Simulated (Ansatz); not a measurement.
```
N
1.0
     8.86210    0.00000    0.00000
     0.00000    8.86210    0.00000
     0.00000    0.00000    8.86210
N
24
Cartesian
  4.3176 8.6022 0.0418
  5.1719 0.3259 0.4178
  5.5106 5.9998 6.9784
  5.2100 6.3817 5.9894
  5.5296 3.8178 0.8927
  6.6273 3.9135 0.8898
  0.9735 5.5983 0.6699
  0.8807 6.1398 8.5767
  1.2683 8.7107 5.3790
  2.0923 8.1334 5.8290
  3.2247 2.6523 3.7094
  3.2718 2.0860 2.7652
  8.7935 1.5029 2.1572
  0.2840 0.7753 1.4086
  7.4839 1.7334 7.1319
  8.4931 2.1561 7.2628
  3.2418 6.9652 2.8621
  3.7270 5.9769 2.9089
  8.1692 4.2214 4.3863
  7.1395 3.8337 4.3245
  7.2778 7.3500 3.3429
  6.9741 7.0490 2.3272
  3.3866 2.5026 7.0658
  3.0231 3.5022 7.3532
```

Method: Ansatz, DFT PBE-D3(BJ), scalar-relativistic, plane waves, PAW.

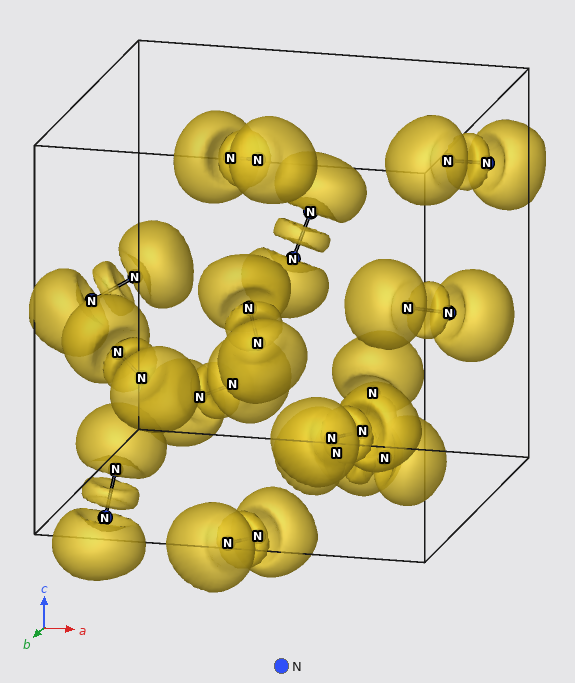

N (amorphous cell). Isosurface of the electron localisation function at 0.75 (yellow), seen at an oblique angle. Only the valence region is drawn (cores and ρ < 0.01 e/Å³ removed). Sticks mark near contacts.

> Describe the localisation domains.

The surface consists of twelve regions between bonded N–N atoms (shared pairs) and 24 lobes on N, pointing away from the bonds (lone pairs), counted in one cell of 24 atoms. Regions shared between cells count once. Along the contacts the grid gives the following. N–N (1.10 Å): the ELF peaks at about 0.85 between the atoms (inside overlapping PAW spheres, so only a guide); a multiple bond.
